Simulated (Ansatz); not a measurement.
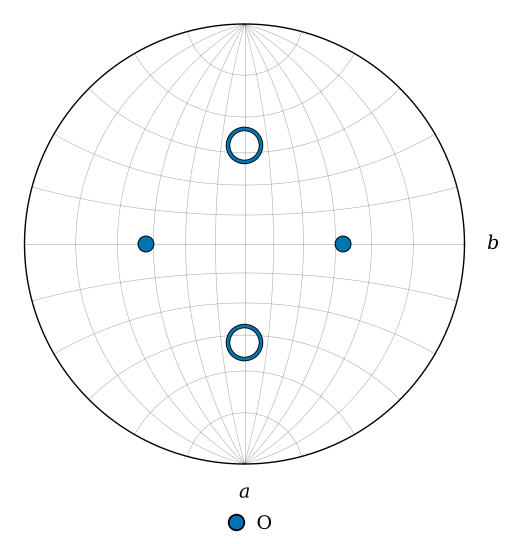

For HfSiO4, coordinates from a relaxation with DFT, PBEsol, plane waves, PAW (Ansatz): directions from one silicon atom at (1/2, 0, 1/4) to its bonded neighbours, in stereographic projection down c (filled: above the plane of the page or in it, open: below). Geometry calculated from the standardised cell; symmetry tolerance 0.002 Å.

Neighbours are counted up to 2.05 Å for O; other elements are left out.

```
CELL_PARAMETERS angstrom
6.58218 0.00000 0.00000
0.00000 6.58218 0.00000
0.00000 0.00000 5.96605
ATOMIC_POSITIONS crystal
Hf 0.00000 0.00000 0.00000
Hf 0.00000 0.50000 0.25000
Si 0.50000 0.00000 0.25000
Si 0.00000 0.00000 0.50000
O 0.00000 0.81521 0.31812
O 0.68479 0.00000 0.06812
O 0.31521 0.00000 0.06812
O 0.50000 0.68479 0.81812
O 0.31521 0.50000 0.18188
O 0.50000 0.18479 0.43188
O 0.50000 0.81521 0.43188
O 0.18479 0.00000 0.68188
Hf 0.50000 0.50000 0.50000
Hf 0.50000 0.00000 0.75000
Si 0.00000 0.50000 0.75000
Si 0.50000 0.50000 0.00000
O 0.50000 0.31521 0.81812
O 0.18479 0.50000 0.56812
O 0.81521 0.50000 0.56812
O 0.00000 0.18479 0.31812
O 0.81521 0.00000 0.68188
O 0.00000 0.68479 0.93188
O 0.00000 0.31521 0.93188
O 0.68479 0.50000 0.18188
```

How many neighbours are there, and at what angles?

Answer. 4: 4 O at 1.63 Å. Angles between bonds: 97° (2×), 116° (4×).

What is the site's symmetry in the crystal?

Answer. Point group -42m (D2d), order 8: one −4 axis, two twofold axes, two mirror planes. In I4₁/amd, No. 141, origin choice 1 this is Wyckoff position 4b.
